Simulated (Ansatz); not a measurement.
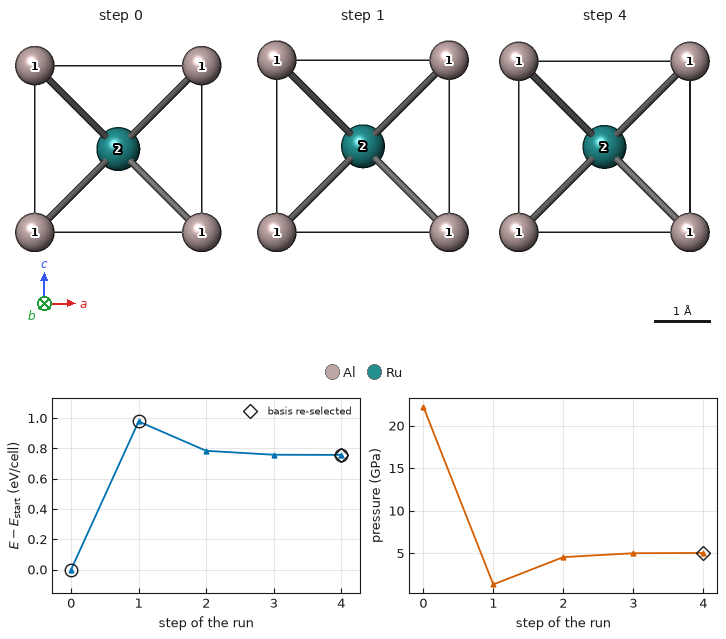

Frames of a relaxation of a crystal of AlRu (set up in Pm-3m) (cell charge +0.5) (coarse preliminary run), marked on the history of the run. Style: ball-and-stick. Shown: the cell of the calculation, along the b axis.

Case: input drawn at random.

All numbers below come from DFT PBE, scalar-relativistic, plane waves, PAW in Ansatz.

Input
```yaml
crystal:
  lattice:
    - [2.98249544, 0.0, 0.0]
    - [0.0, 2.98249544, 0.0]
    - [0.0, 0.0, 2.98249544]
  atoms:
    - { symbol: Al, position: [0.0, 0.0, 0.0] }
    - { symbol: Ru, position: [0.5, 0.5, 0.5] }
total_charge: 0.5
basis: {}
kpoints:
  mp_grid: { kspacing: 0.52 }
hamiltonian:
  xc: pbe
scf:
  occupations: { method: gaussian, width: 0.1 }
  convergence: { dr2_threshold: "1e-7 eV" }
output:
  forces: true
  stress: true
  eigenvalues: true
relax:
  adjacent_minimum: "off"
  f_tol: 0.07
  max_steps: 30
  cell: { p_target: 5 }
```

Launched with:
```bash
ansatz run input.yaml --threads 1 --pin off --max-ram 1331MiB --backend cpu --events-out ev --progress --plain --runs-dir out
```

Q: What happens along the run?

A: After 3 accepted moves (4 points after the start) the energy has risen by 0.758 eV per cell of the calculation. With the target pressure of 5 GPa, the enthalpy E + pV changes by +0.823 eV per cell of the calculation. All forces vanish by symmetry, so only the cell relaxes. Pressure: 22.25 GPa at the start and 5.05 GPa at the end. The SCF was repeated once at an unchanged geometry on a basis and grid sized afresh for the cell, which shifted the energy by 1.0 meV per cell of the calculation at most. No atom moves by more than 0.005 Å relative to the cell. The drawn cell changes as follows: a = b = c 2.982 → 3.060 Å (+2.6 %); the volume changes by +8.0 %. Among the contacts that change: Al1–Ru2 2.583 → 2.650 Å. The space group stays Pm-3m (No. 221). From step 0 to 1: volume +10.1 %, energy +0.978 eV per cell of the calculation. From step 1 to 4: volume −2.0 %, energy −0.221 eV per cell of the calculation.

```csv
step,"E − E(0), meV/atom","pressure, GPa","volume, Å³/atom",note
0,0.00,22.25,13.265,
1,489.18,1.35,14.609,
2,392.26,4.56,14.355,
3,379.25,5.01,14.320,
4,378.75,5.05,14.320,"same geometry, new basis"
```

Limits of the set-up: the cell is charged, on a uniform background, and energies carry no finite-size correction.
